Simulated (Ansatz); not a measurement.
**Pt(111) (Fm-3m bulk, 5 atomic planes (those closer than 0.6 Å count as one), 9 Å): images, spectra and barriers**

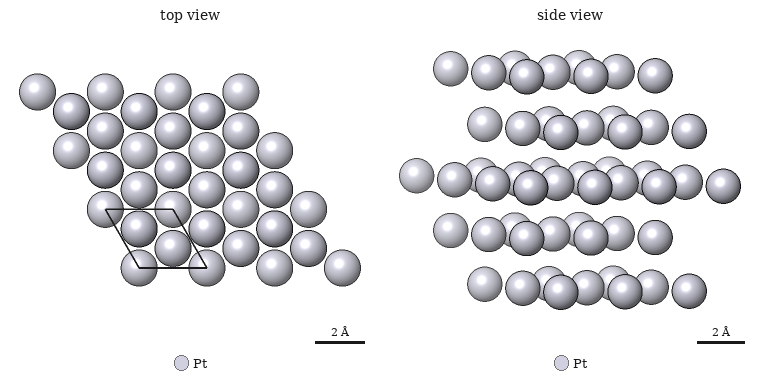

The relaxed structure from above and from the side.

Level of theory: DFT PBE, scalar-relativistic, plane waves, PAW in Ansatz. Cutoff 420 eV, 24 × 24 k-points, Gaussian smearing 0.1 eV, dipole correction. The slab is a cut without reconstruction beyond its cell, at the source's lattice constants, with its lower half held fixed and the rest relaxed. No spin polarisation. Spin–orbit coupling is left out; with Pt it can shift levels and gaps. The run couldn't confirm all of its levels under its output density. The run warns that the functional's potential is rough in the thin density of the vacuum, where the tip is; weak contrasts and barriers may feel it.

The STM signal is simulated in the Tersoff–Hamann approximation. Bias windows are sharp sums over the levels of the k mesh.

```yaml
crystal:
  lattice:
    - [2.76889, 0.00000, 0.00000]
    - [-1.38444, 2.39793, 0.00000]
    - [0.00000, 0.00000, 27.04315]
  atoms:
    - { symbol: Pt, position: [0.66667, 0.33333, 0.33280] }
    - { symbol: Pt, position: [0.33333, 0.66667, 0.41640] }
    - { symbol: Pt, position: [0.00000, 0.00000, 0.50165] }
    - { symbol: Pt, position: [0.66667, 0.33333, 0.58703] }
    - { symbol: Pt, position: [0.33333, 0.66667, 0.67365] }
```

The last single point, restarted from the relaxation's density, took 46 s on 1 thread of Intel(R) Xeon(R) 6975P-C (Granite Rapids), with other jobs on the host, peak memory 0.67 GiB.

Part 1: One image

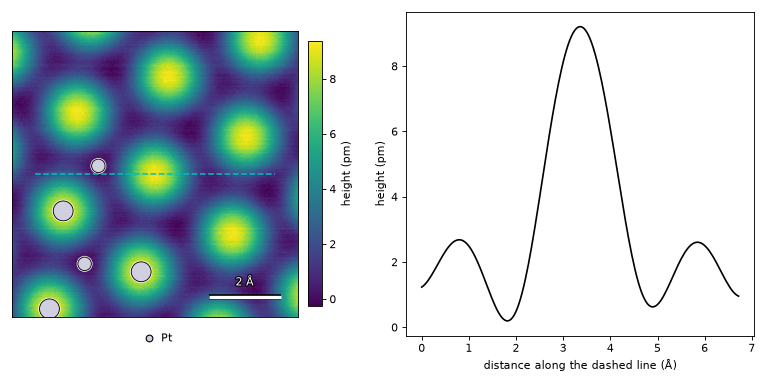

Constant-current image at a set point of 3.1 × 10⁻⁵ e/Å³ of this surface, sample bias +0.50 V. The atoms seen from above are drawn over one corner (deeper ones smaller). The right panel is the profile along the dashed line. Noise was added to mimic a scan.

Q: Assign the bright and dark features to the surface structure.

A: The brightest spots lie over the top Pt atoms; the darkest points are over the sites above the Pt atoms 2.3 Å below the top plane. The corrugation is 9 pm at a mean tip height of 3.5 Å. So weak a contrast (9 pm) depends on the k-mesh and on the tip.

Part 2: Approach curves

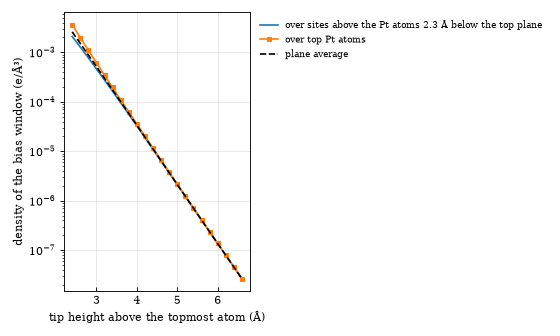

Approach curves over this surface at a sample bias of −2.00 V.

Q: Estimate the decay constant and the apparent barrier, and compare with the vacuum level, which the run puts 5.72 eV above zero bias.

A: Near 4 Å the plane average falls as exp(−2.75 z/Å), a factor of 16 per ångström, which gives an apparent barrier of 7.2 eV (0.952 eV Å² times the slope squared). The apparent barrier is above 5.72 eV. At 4 Å the 0.25 eV of states nearest the highest filled state carry 16 % of the density, so deeper states, or ones away from the zone centre, set the barrier.

Part 3: States by depth

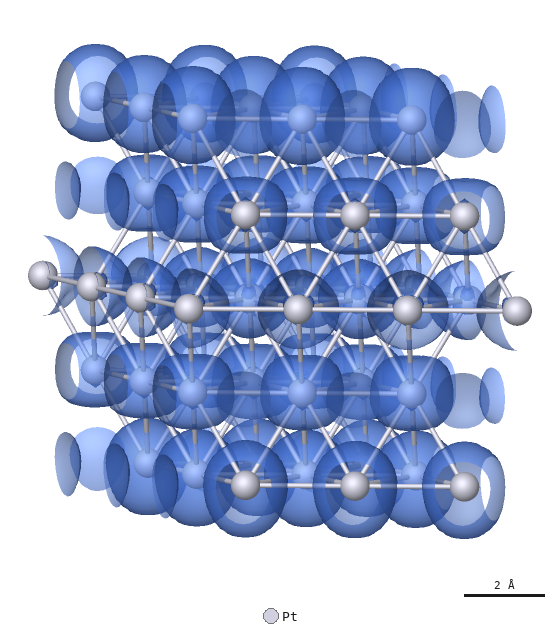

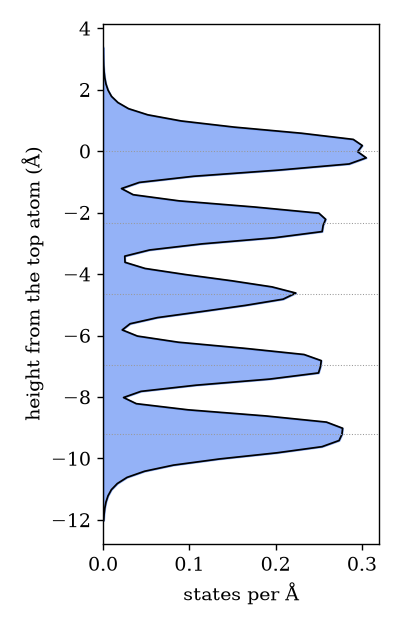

Density of all states between −0.50 and −0.25 eV (zero: the Fermi level) of this surface: blue isosurface at 1.8 × 10⁻² e/Å³, seen from the side, and the full density summed over planes, the part near the nuclei included (dotted lines mark the atomic planes).

The first picture shows the smooth PAW orbitals' density alone, which lacks about 30 % of these states' charge, near the nuclei; the shares below count all of it.

Q: How is this energy window spread over the atomic planes?

A: The window holds 1.9 states per cell. Shares by plane (space cut midway between planes), top to bottom: Pt 26 %, Pt 18 %, Pt 14 %, Pt 18 %, Pt 24 %; the outer planes' shares include the vacuum, and density in a gap between layers is shared out between the planes on either side.
